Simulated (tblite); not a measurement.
SrO: single-point calculation

- system: SrO (Fm-3m, 2 atoms in the cell)
- method: with the settings of its input (tblite 0.8.0)

The structure derives from an entry of the Crystallography Open Database. The run did not end well. The geometry comes from this level: r2SCAN.

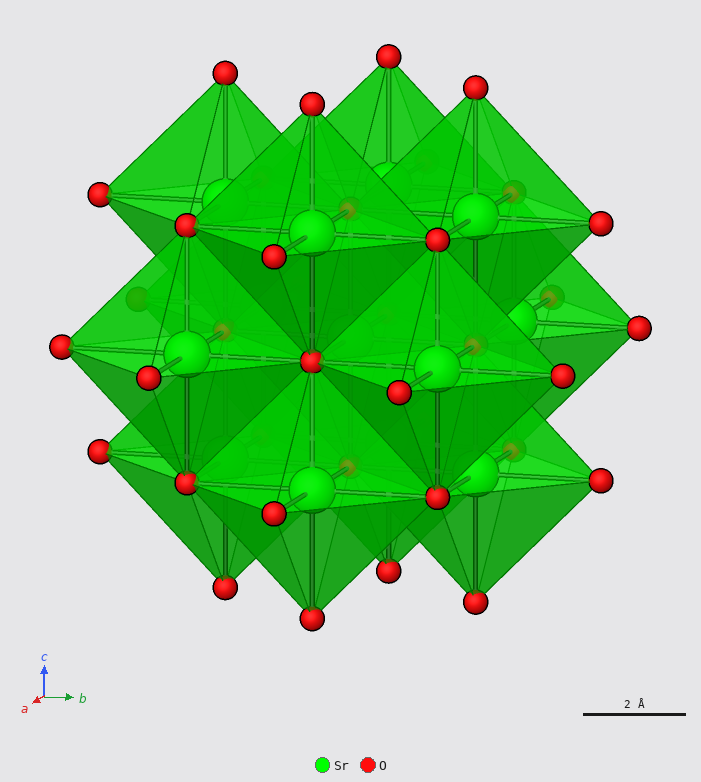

Fig. 1: The input geometry (polyhedral view of the cell 4 times as large as that of the calculation, set on its symmetry axes, seen slightly off an axis; polyhedra are completed across the faces of the cell).

Outcome

- outcome: not converged
- space group (tolerance 0.01 Å): Fm-3m (225)
- hardware: 1 thread of Arm Neoverse V1, 112 GiB of memory available, shared host
- wall time: 12 s
- peak memory: 0.12 GiB

What went wrong

Some settings of this run were drawn to be unusual or wrong. The run did not converge. Its last values are not results.

The input
```python
import json
from ase import Atoms
from ase.build import make_supercell
from ase.units import Bohr, GPa, Hartree
from tblite.interface import Calculator

atoms = Atoms(['Sr', 'O'],
              cell=[[0.0, 2.57989272, 2.57989272], [2.57989272, 0.0, 2.57989272], [2.57989272, 2.57989272, 0.0]],
              scaled_positions=[[0.5, 0.5, 0.5], [0.0, 0.0, 0.0]],
              pbc=True)
cluster = make_supercell(atoms, [[-2, 2, 2], [2, -2, 2], [2, 2, -2]])
calc = Calculator('GFN1-xTB', cluster.numbers, cluster.positions / Bohr, lattice=cluster.cell[:] / Bohr, periodic=cluster.pbc)
calc.set('temperature', 0.02 / Hartree)
calc.set('max-iter', 150)
calc.set('mixer-damping', 1.0)
res = calc.singlepoint()
levels = res.get('orbital-energies') * Hartree
nv = round(res.get('orbital-occupations').sum() / 2)
cells = len(cluster) // len(atoms)
out = {'energy_per_cell': res.get('energy') * Hartree / cells, 'homo': levels[nv - 1], 'lumo': levels[nv],
       'stress': (-res.get('virial') * Hartree / cluster.get_volume() / GPa).tolist(), 'charges': res.get('charges')[:len(atoms)].tolist(), 'electrons': 2 * nv / cells}
json.dump(out, open('results.json', 'w'))
for key, value in out.items():
    print(key, value)
```

Command:
```bash
python run.py
```

The program's output
```
------------------------------------------------------------
  cycle        total energy    energy error   density error
------------------------------------------------------------
      1     -111.1958796268  -1.1115234E+02   1.1980687E+00
      2      40030.33352648   4.0141529E+04   4.0168565E+00
      3      8710.611400953  -3.1319722E+04   1.9523876E+00
      4      35691.36991176   2.6980759E+04   3.4799876E+00
      5      8179.019946945  -2.7512350E+04   1.9186362E+00
      6      7464.455320245  -7.1456463E+02   1.5390000E+00
      7      7335.692160435  -1.2876316E+02   1.4908765E+00
      8      26168.05338013   1.8832361E+04   2.9518368E+00
      9      23619.66110532  -2.5483923E+03   2.6774202E+00
     10      7837.340897788  -1.5782320E+04   1.8204938E+00
     11      6990.617706970  -8.4672319E+02   1.4824589E+00
     12      18971.45957444   1.1980842E+04   2.1597987E+00
     13      26306.80548846   7.3353459E+03   2.9595328E+00
     14      8049.461262876  -1.8257344E+04   2.0190585E+00
     15      7668.900561561  -3.8056070E+02   1.9888453E+00
     16      7477.394926809  -1.9150563E+02   1.8513516E+00
     17      7396.438808039  -8.0956119E+01   1.8285256E+00
     18      7455.675826893   5.9237019E+01   1.8375118E+00
     19      7000.674903044  -4.5500092E+02   1.6777708E+00
     20      6782.124420646  -2.1855048E+02   1.6419650E+00
     21      6568.585552160  -2.1353887E+02   1.5725060E+00
     22      7072.935220665   5.0434967E+02   1.7197045E+00
     23      4222.847124230  -2.8500881E+03   1.0569501E+00
     24      4074.129938064  -1.4871719E+02   1.1520353E+00
     25      3978.544463021  -9.5585475E+01   1.2045298E+00
     26      2308.897734138  -1.6696467E+03   1.7083971E+00
     27      30430.94436658   2.8122047E+04   2.8521755E+00
     28      6518.941298235  -2.3912003E+04   1.4968559E+00
     29      6500.089477573  -1.8851821E+01   1.4055200E+00
     30      11660.22621303   5.1601367E+03   1.6999668E+00
     31      11711.25302950   5.1026816E+01   1.7034228E+00
     32      19834.04322096   8.1227902E+03   2.2296935E+00
     33      6794.806920422  -1.3039236E+04   1.5028248E+00
     34      4534.566218137  -2.2602407E+03   1.2282924E+00
     35      4688.881960720   1.5431574E+02   1.1761026E+00
     36      13156.07233202   8.4671904E+03   1.7918916E+00
     37      20981.94109742   7.8258688E+03   2.3329189E+00
     38      24232.57092154   3.2506298E+03   2.6336520E+00
     39      18105.70782910  -6.1268631E+03   2.1133664E+00
     40      109.9893050858  -1.7995719E+04   6.2013357E-01
     41      5100.529884018   4.9905406E+03   1.1571038E+00
     42      4272.116902408  -8.2841298E+02   1.0751951E+00
     43      24998.58877167   2.0726472E+04   2.6763345E+00
     44      22931.11366163  -2.0674751E+03   2.4919759E+00
     45      23618.25269618   6.8713903E+02   2.5571834E+00
     46      22904.40818702  -7.1384451E+02   2.4908668E+00
     47      2932.509620048  -1.9971899E+04   1.1065479E+00
     48     -42.67099208411  -2.9751806E+03   6.9688058E-01
     49      3992.392379131   4.0350634E+03   1.1871166E+00
     50      4505.023067658   5.1263069E+02   1.1724396E+00
     51      14118.25322390   9.6132302E+03   1.8357158E+00
     52      18074.16050105   3.9559073E+03   2.0943357E+00
     53      25165.83674619   7.0916762E+03   2.6633276E+00
     54      23758.99566449  -1.4068411E+03   2.5423311E+00
     55      18348.78199466  -5.4102137E+03   2.1098282E+00
     56      17675.00439302  -6.7377760E+02   2.0646403E+00
     57      19897.00283824   2.2219984E+03   2.2186531E+00
     58      11214.88766183  -8.6821152E+03   1.6422996E+00
     59      3723.329870404  -7.4915578E+03   1.0167330E+00
     60      5542.181303657   1.8188514E+03   1.3120746E+00
     61      269.6367043392  -5.2725446E+03   7.8562977E-01
     62      19175.95230759   1.8906316E+04   2.1826032E+00
     63      6137.954434446  -1.3037998E+04   1.4477760E+00
     64      3944.252579191  -2.1937019E+03   1.0461333E+00
     65      5201.490599254   1.2572380E+03   1.2548860E+00
     66      5299.472981702   9.7982382E+01   1.2117160E+00
     67      5452.187991626   1.5271501E+02   1.2253652E+00
     68      6105.590537343   6.5340255E+02   1.2517633E+00
     69      11993.28517629   5.8876946E+03   1.7015242E+00
     70      8960.121916300  -3.0331633E+03   1.4858277E+00
     71      5694.155391356  -3.2659665E+03   1.3244243E+00
     72      5248.072216028  -4.4608318E+02   1.3011047E+00
     73      7216.542027558   1.9684698E+03   1.4030187E+00
     74      4058.781486840  -3.1577605E+03   1.0980891E+00
     75      2409.937214446  -1.6488443E+03   1.0885713E+00
     76      5332.266129248   2.9223289E+03   1.3079894E+00
     77      4923.120224758  -4.0914590E+02   1.2278508E+00
     78      3832.690025768  -1.0904302E+03   1.2570953E+00
     79      4264.573008323   4.3188298E+02   1.2131653E+00
     80      3447.029760898  -8.1754325E+02   1.3558244E+00
     81      2083.383974035  -1.3636458E+03   1.7435648E+00
     82      1702.298512586  -3.8108546E+02   1.8109470E+00
     83      1401.180293283  -3.0111822E+02   1.9036081E+00
     84      1727.648324602   3.2646803E+02   1.8457682E+00
     85      1756.370769578   2.8722445E+01   1.8404408E+00
     86      1911.652810895   1.5528204E+02   1.7947939E+00
     87      2024.746461725   1.1309365E+02   1.7850293E+00
     88      2405.103261124   3.8035680E+02   1.6973672E+00
     89      267.9823396514  -2.1371209E+03   1.6818976E+00
     90     -307.0984687954  -5.7508081E+02   1.4887969E+00
     91      15943.35631337   1.6250455E+04   2.0460252E+00
     92      5583.366974445  -1.0359989E+04   1.3224688E+00
     93      5312.424521188  -2.7094245E+02   1.2525007E+00
     94      3749.441835778  -1.5629827E+03   1.2887235E+00
     95     -383.1110123529  -4.1325528E+03   1.6285898E+00
     96      1938.932729812   2.3220437E+03   1.7312944E+00
     97      2006.797087890   6.7864358E+01   1.7260563E+00
     98      4312.567243833   2.3057702E+03   1.0870025E+00
     99     -96.22301392495  -4.4087903E+03   7.5383206E-01
    100      25167.24098352   2.5263464E+04   2.7731623E+00
    101      18217.13095450  -6.9501100E+03   2.1231119E+00
    102      5805.526543086  -1.2411604E+04   1.3548708E+00
    103      24372.65334505   1.8567127E+04   2.6317494E+00
    104      22716.04545735  -1.6566079E+03   2.4817696E+00
    105      23275.60403962   5.5955858E+02   2.5275167E+00
    106      1193.760876288  -2.2081843E+04   7.0755419E-01
    107     -59.62303973034  -1.2533839E+03   1.0167613E+00
    108      19553.04948426   1.9612673E+04   2.1922807E+00
    109      20961.36133238   1.4083118E+03   2.3535534E+00
    110      7389.662047791  -1.3571699E+04   1.7717309E+00
    111      930.8682946847  -6.4587938E+03   9.8939371E-01
    112      17150.09266342   1.6219224E+04   2.0198650E+00
    113      25168.47884380   8.0183862E+03   2.7947386E+00
    114      6633.911039528  -1.8534568E+04   1.6391811E+00
    115      23013.50881569   1.6379598E+04   2.5818364E+00
    116      50.32429499769  -2.2963185E+04   9.8168830E-01
    117      19472.71452274   1.9422390E+04   2.1497046E+00
    118      25559.42555955   6.0867110E+03   2.8286848E+00
    119      6636.991918739  -1.8922434E+04   1.4057521E+00
    120      3825.788147231  -2.8112038E+03   1.1083975E+00
    121      20975.21069883   1.7149423E+04   2.3265050E+00
    122      21381.45570764   4.0624501E+02   2.4553577E+00
    123      16033.72049015  -5.3477352E+03   1.9679833E+00
    124      19734.51141728   3.7007909E+03   2.2531173E+00
    125      28998.01196329   9.2635005E+03   3.2770080E+00
    126      26370.56381620  -2.6274481E+03   2.9848202E+00
    127      32994.12519119   6.6235614E+03   3.4029943E+00
    128      33086.35906783   9.2233877E+01   3.4074272E+00
    129      6347.078634236  -2.6739280E+04   1.2702007E+00
    130      6137.212237769  -2.0986640E+02   1.2563504E+00
    131     -24.76314721449  -6.1619754E+03   8.9458680E-01
    132      13137.62099772   1.3162384E+04   1.8512111E+00
    133      6333.865313572  -6.8037557E+03   1.2842080E+00
    134      7055.185357092   7.2132004E+02   1.3651320E+00
    135      7297.865148572   2.4267979E+02   1.4220971E+00
    136      7413.893170850   1.1602802E+02   1.4637662E+00
    137      7539.710881110   1.2581771E+02   1.5053674E+00
    138      7433.936702943  -1.0577418E+02   1.4704221E+00
    139      6925.378347795  -5.0855836E+02   1.3659284E+00
    140      6.998037370738  -6.9183803E+03   7.4596374E-01
    141      36317.82094063   3.6310823E+04   3.4054005E+00
    142      27536.11527388  -8.7817057E+03   2.8280644E+00
    143      43554.45448280   1.6018339E+04   3.2611787E+00
    144      46124.06022728   2.5696057E+03   3.3438726E+00
    145      37323.21799381  -8.8008422E+03   3.0273441E+00
    146      31010.27729331  -6.3129407E+03   2.7777079E+00
    147      29886.77433647  -1.1235030E+03   2.6813024E+00
    148      27310.51582321  -2.5762585E+03   2.5581739E+00
    149      25843.42027525  -1.4670955E+03   2.5013166E+00
    150      25792.33064147  -5.1089634E+01   2.4930065E+00
------------------------------------------------------------

 total:                                  10.983 sec
tblite.exceptions.TBLiteRuntimeError: SCF not converged in 150 cycles
```
